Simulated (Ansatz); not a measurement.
Consider NaCl.

```yaml
crystal:
  lattice:
    - [4.43868, 0.00000, 0.00000]
    - [0.00000, 4.43868, 0.00000]
    - [0.00000, 0.00000, 6.20866]
  atoms:
    - { symbol: Na, position: [0.00000, 0.00000, 0.00000] }
    - { symbol: Na, position: [0.50000, 0.50000, 0.50000] }
    - { symbol: Cl, position: [0.50000, 0.00000, 0.25000] }
    - { symbol: Cl, position: [0.00000, 0.50000, 0.75000] }
```

Space group I-4m2; a structure generated by program, which may or may not match a known phase.

The calculation used DFT PBE, scalar-relativistic, plane waves, PAW in Ansatz 0.2.0.

What will maps of the valence pseudo-density and electron localisation function show?

Na–Cl (2.71 Å): the density is about 0.17 e/Å³ at the midpoint; the ELF peaks at about 0.90 in the valence shell of Cl, 0.8 Å from its nucleus, and falls to about 0 next to Na: an ionic contact with no shared pair.

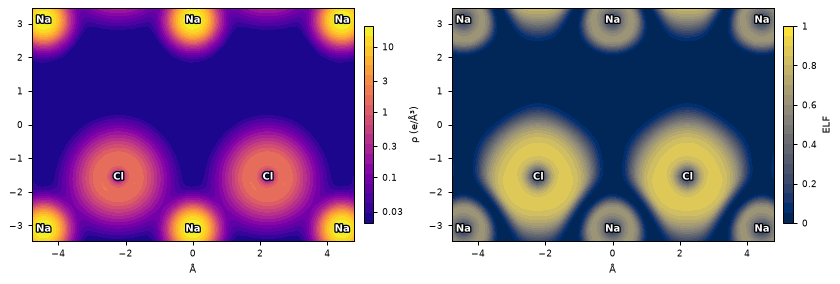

Computed valence pseudo-density and electron localisation function on the (010) plane of the conventional cell, in this order. 
